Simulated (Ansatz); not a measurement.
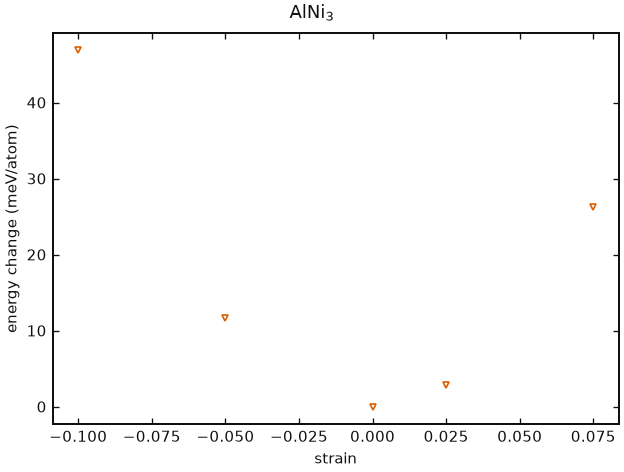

The figure shows the energy change against strain for AlNi₃, space group Pm-3m (No. 221).

The given structure:
```
CELL_PARAMETERS angstrom
3.56668 0.00000 0.00000
0.00000 3.56668 0.00000
0.00000 0.00000 3.56668
ATOMIC_POSITIONS crystal
Al 0.00000 0.00000 0.00000
Ni 0.00000 0.50000 0.50000
Ni 0.50000 0.00000 0.50000
Ni 0.50000 0.50000 0.00000
```

Computed with Ansatz 0.2.0: homogeneous strain of a crystal along one Voigt pattern with engineering shear, fractional coordinates fixed, by plane-wave density functional theory with PAW datasets, free energies less that of the undisturbed cell, pressure positive in compression; scalar-relativistic. Level: PBE, collinear spin.

- wave cutoff: 420 eV
- k mesh: 14×14×14
- occupations: Gaussian
- smearing width: 0.15 eV
- k shift: (0, 0, 0) (mesh steps)
- start: relaxed
- strain pattern: (0, 0, 0, 0, 1, 0) (xx yy zz yz xz xy with engineering shear)

From this curve and the settings, what does the calculation give for the tensile stress summed over the strain pattern, pressure and total moment at the same points?

The tensile stress summed over the strain pattern rises from −13.2 GPa at strain −0.100 to 9.9 GPa at 0.075, and changes sign near 0.000. The pressure goes from 2.088 GPa at strain −0.100 to 1.179 GPa at 0.075, not monotonically, with a low of 0.021 GPa at 0.000. The total moment goes from 0.608 μB/cell at strain −0.100 to 0.649 μB/cell at 0.075, not monotonically, with a high of 0.692 μB/cell at 0.000.

| strain | tensile stress summed over the strain pattern (GPa) | pressure (GPa) | total moment (μB/cell) |
| --- | --- | --- | --- |
| −0.100 | −13.2 | 2.088 | 0.608 |
| −0.050 | −6.6 | 0.535 | 0.674 |
| 0.000 | 0.0 | 0.021 | 0.692 |
| 0.025 | 3.3 | 0.150 | 0.687 |
| 0.075 | 9.9 | 1.179 | 0.649 |

Keep in mind: state may not be the lowest.
